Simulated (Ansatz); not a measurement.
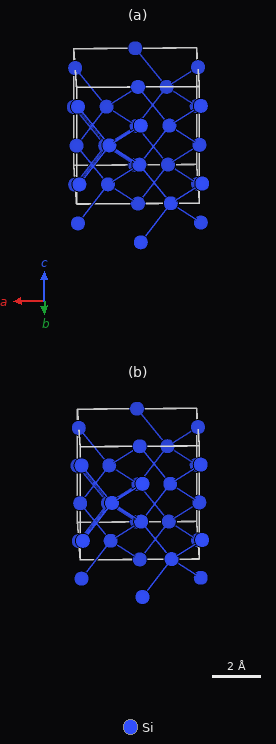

The structure of crystalline Si (set up in Fd-3m) before (top) and after (bottom) a relaxation, at one scale.

A ball-and-stick model of the conventional cell (4 times the calculation's cell), repeated 1 × 2 × 1 with one cell outlined, seen from a free direction. Lengths and directions refer to the drawn axes.

Case: relaxed at 35 GPa.

These are results of DFT PBE, scalar-relativistic, plane waves, PAW (Ansatz), not measurements. Settings: plane-wave cutoff 420 eV; k-point mesh 12 × 12 × 12; occupations fixed; target pressure 35 GPa; no spin polarisation; cell and atoms relaxed; force threshold 0.001 eV/Å; at most 60 steps.

Question: Describe what moved and what it gained.

Answer: Over 4 accepted moves (6 points after the start) the energy rises by 249 meV per atom. With the target pressure of 35 GPa, the enthalpy E + pV changes by −87.2 meV per atom. All forces vanish by symmetry, so only the cell relaxes. Pressure: 18.00 GPa at the start and 35.00 GPa at the end. The SCF was repeated twice at an unchanged geometry on a basis and grid sized afresh for the cell, which shifted the energy by 0.1 meV per atom at most. No atom moves by more than 0.005 Å relative to the cell. The drawn cell changes as follows: a = b = c 5.206 → 5.050 Å (−3.0 %); the volume changes by −8.7 %. Some distances before and after: Si–Si 2.254 → 2.187 Å. The space group stays Fd-3m (No. 227).
